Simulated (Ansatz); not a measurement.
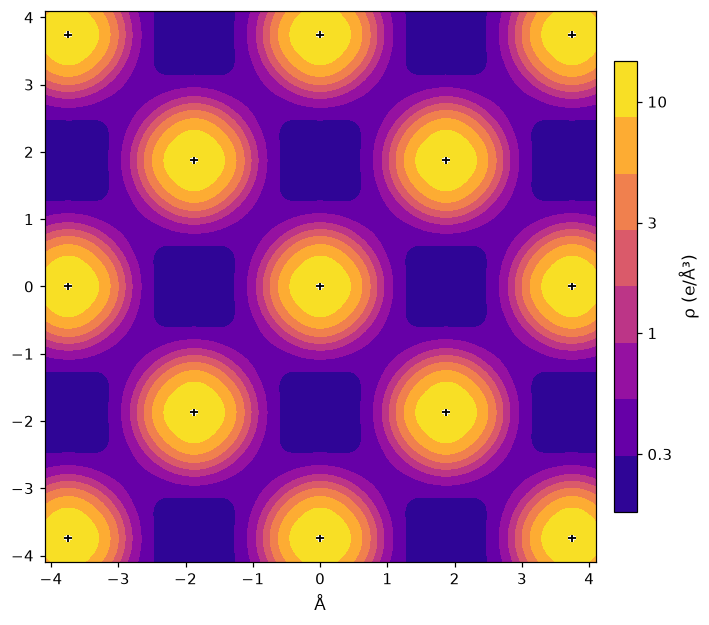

The valence charge density (pseudo) on a plane through atoms (crosses mark nuclei in the plane).

Computed with Kohn-Sham DFT of a periodic cell, HSE06, Ansatz PAW in Ansatz 0.2.0.

Candidates:
A. Pt, a = 3.87 Å, b = 3.87 Å, c = 3.87 Å, α = 90.00°, β = 90.00°, γ = 90.00°. Space group Fm-3m; computed pressure about 13 GPa in this cell.
B. Rh, a = 3.74 Å, b = 3.74 Å, c = 3.74 Å, α = 90.00°, β = 90.00°, γ = 90.00°. Space group Fm-3m; computed pressure about 9 GPa in this cell.
C. Ag, a = 4.03 Å, b = 4.03 Å, c = 4.03 Å, α = 90.00°, β = 90.00°, γ = 90.00°. Space group Fm-3m; computed pressure about 10 GPa in this cell.

**Which system is this?**

Candidate B: Rh on the (010) plane of the conventional cell, which holds Rh. Rh–Rh (2.65 Å): the density is about 0.39 e/Å³ at the midpoint.
